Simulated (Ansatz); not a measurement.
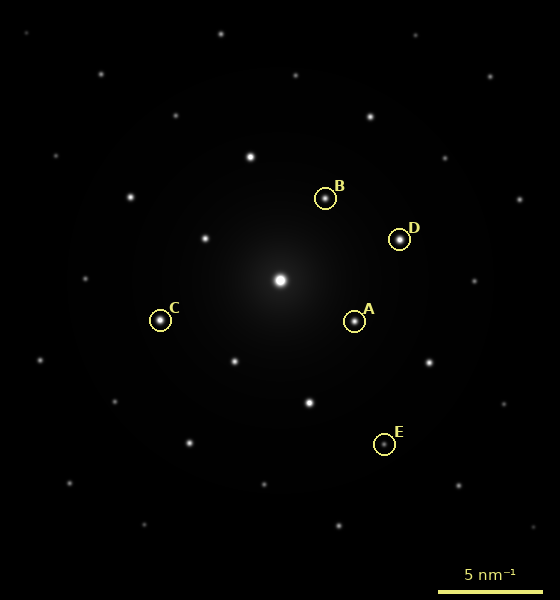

The pattern is a kinematic simulation for 200 kV electrons (no multiple scattering; isotropic B = 0.8 Å²). The zone axis points towards the electron source and the pattern is seen from the source side.

Crystal: TiO, space group P4_2/mmc (No. 131), a = 3.15 Å, c = 4.86 Å. Structure: the end point of a relaxation with DFT PBEsol, scalar-relativistic, plane waves, PAW (Ansatz); the starting structure was generated, so it need not be a known form of this composition.

Spot A is indexed 0 0 -2 and spot B -1 1 0.

Question: Give hkl for C, D, E.

Answer: C = −A − B = 1 -1 2 (d = 1.640 Å). D = A + B = -1 1 -2 (d = 1.640 Å). E = 2A − B = 1 -1 -4 (d = 1.066 Å).

Question: Find the zone axis.

Answer: The cross product of A and B is parallel to [110]; every spot obeys hu + kv + lw = 0.
